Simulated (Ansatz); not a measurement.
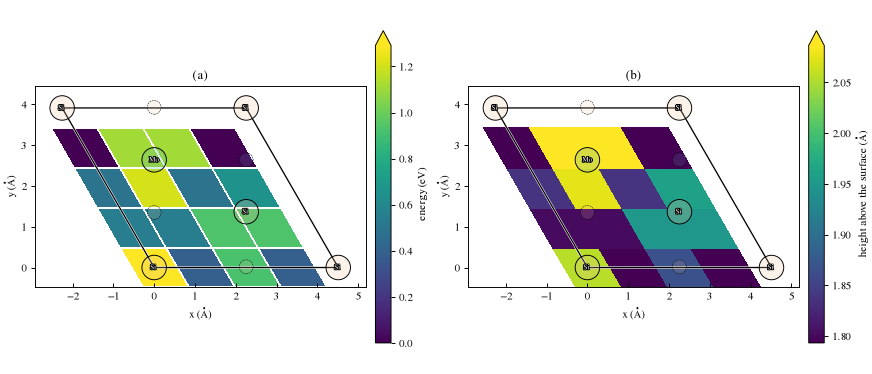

S on a Si₂Mo(110) slab cut from the I4/mmm phase (12 atoms of substrate and one adsorbate in a 1 × 1 cell). One S atom a 1 × 1 cell is placed over a mesh of places on the rigid (1 1 0) surface, and only its height is relaxed. Places are given modulo a cell vector. The map is drawn in real space over the plane of the surface. The scan uses a 4 × 4 grid. Energies: eV, counted from the lowest grid point. This mesh misses the points at thirds of the hexagonal cell. With one adsorbate in each 1 × 1 cell, its nearest image is 4.5 Å away, so neighbouring adsorbates interact. Method: DFT PBEsol, scalar-relativistic, plane waves, PAW (Ansatz).

Panel (a) is the energy; panel (b) is the computed height above the surface, in Å.

Drawn: one coloured cell a grid point, labelled circles for the atoms of the top layer and small ones for the second layer, the outline of one cell of the plane, one colour for all values above the top of the scale.

How does the height above the surface vary over the map, and what is it at the lowest grid point?

Answer. It runs from 1.79 Å at (1/4, 0/4) of the cell vectors [nearest 1 Si at 2.12 Å] to 2.09 Å at (1/4, 3/4) of the cell vectors [nearest 1 Mo at 2.27 Å]. At the lowest grid point, (0/4, 3/4) of the cell vectors [nearest 1 Si at 2.12 Å], it is 1.79 Å.
